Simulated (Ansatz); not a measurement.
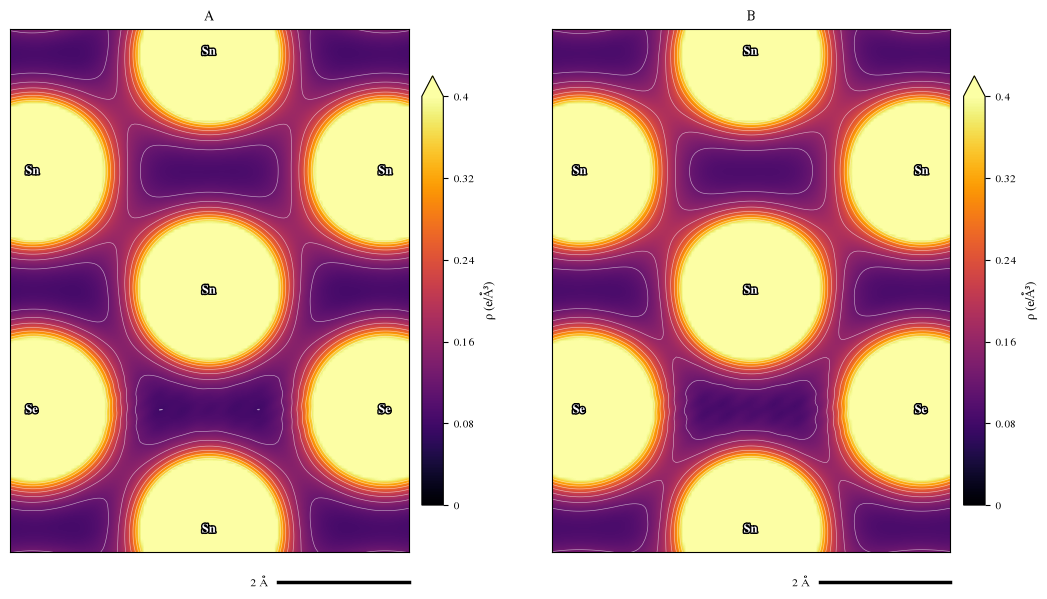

Sn3Se. The valence electron density of two cells that differ in size and shape, on the (101̄) plane of each (indices in the axes of the calculation cell), at one length scale and on one colour scale; one has 25.1 and the other 26.6 Å³ an atom.

All numbers below come from DFT PBEsol, scalar-relativistic, plane waves, PAW in Ansatz 0.2.0.

The larger cell:

```cif
data_structure
_symmetry_space_group_name_H-M 'P 1'
_symmetry_Int_Tables_number 1
_cell_length_a 5.4045
_cell_length_b 5.4045
_cell_length_c 5.1735
_cell_angle_alpha 61.405
_cell_angle_beta 61.405
_cell_angle_gamma 57.191
_cell_volume 106.48
loop_
_atom_site_label
_atom_site_type_symbol
_atom_site_fract_x
_atom_site_fract_y
_atom_site_fract_z
_atom_site_occupancy
Sn1 Sn 0.25000 0.25000 0.25000 1
Sn2 Sn 0.75000 0.75000 0.75000 1
Sn3 Sn 0.50000 0.50000 0.50000 1
Se1 Se 0.00000 0.00000 0.00000 1
```

The smaller cell: a = 5.239 Å, b = 5.239 Å, c = 5.173 Å, α = 60.41°, β = 60.41°, γ = 59.18°.

Which panel shows the smaller cell, and what does the compression change?

Panel B is the smaller cell, by 6 % in volume. From the larger cell to the smaller, Sn–Se goes from 3.26 to 3.19 Å, and the density at its midpoint from 0.15 to 0.17 e/Å³; the pressure goes from −3.9 to −1.3 GPa.
